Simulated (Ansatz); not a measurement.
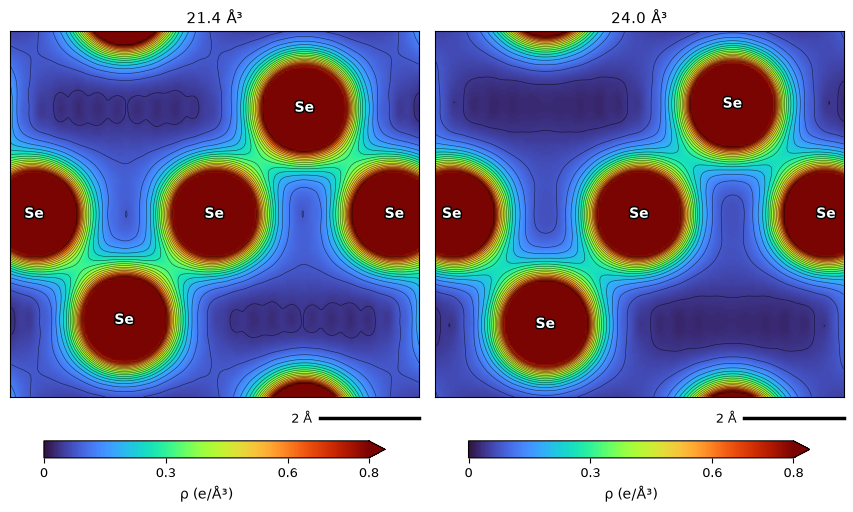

Se. The valence pseudo-density of cells scaled evenly to different volumes (given per atom above each panel), on the (110) plane of each (indices in the axes of the cell below), at one length scale and on one colour scale.

A generated structure, not necessarily the stable one.

Computed with DFT, PBEsol, plane waves (420 eV) with PAW, scalar-relativistic (Ansatz 0.2.0).

The largest cell:

```
Se
1.0
     3.83918    0.00000    0.00000
    -1.91959    3.32483    0.00000
     0.00000    0.00000    7.52922
Se
4
Direct
  0.00000 0.00000 0.00000
  0.00000 0.00000 0.50000
  0.33333 0.66667 0.25000
  0.66667 0.33333 0.75000
```

| volume (Å³/atom) | Se–Se contact in the plane (Å) | ρ at its midpoint (e/Å³) | 
| --- | --- | --- |
| 21.45 | 2.800 | 0.310 | 
| 23.17 | 2.873 | ? | 
| 24.03 | 2.908 | 0.258 | 

What values belong in the row with question marks?

Answer. Over the known rows ln ρ falls by 1.70 per Å of Se–Se distance (the line through the two), which gives 0.274 e/Å³ at 2.873 Å; the calculation gives 0.274 e/Å³.
